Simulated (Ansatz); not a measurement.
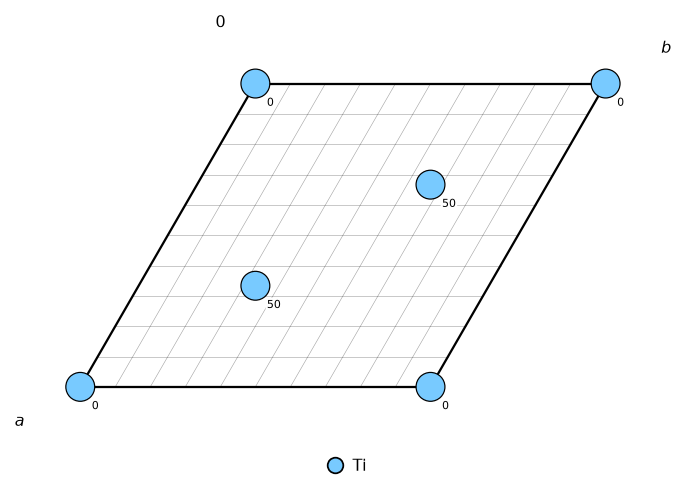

Plan of a unit cell projected along c (a down the page, b across); the numbers are heights in hundredths of c, and atoms on the cell's edges are repeated. The grid marks tenths of a and b. Source: the end point of a relaxation with Ansatz, DFT, revPBE, plane waves (420 eV) with PAW, scalar-relativistic; the starting structure was generated, so it need not be a known form of this composition. Symmetry computed with spglib at a tolerance of 0.002 Å; standard conventional cell.

a = 4.616 Å, b = 4.616 Å, c = 2.850 Å, α = 90.00°, β = 90.00°, γ = 120.00°.

What does the cell contain?

3 Ti: Ti, Z = 3.

Give the fractional coordinates of all atoms, to two places.

| atom | x | y | z |
| --- | --- | --- | --- |
| Ti | 0.00 | 0.00 | 0.00 |
| Ti | 0.33 | 0.67 | 0.50 |
| Ti | 0.67 | 0.33 | 0.50 |
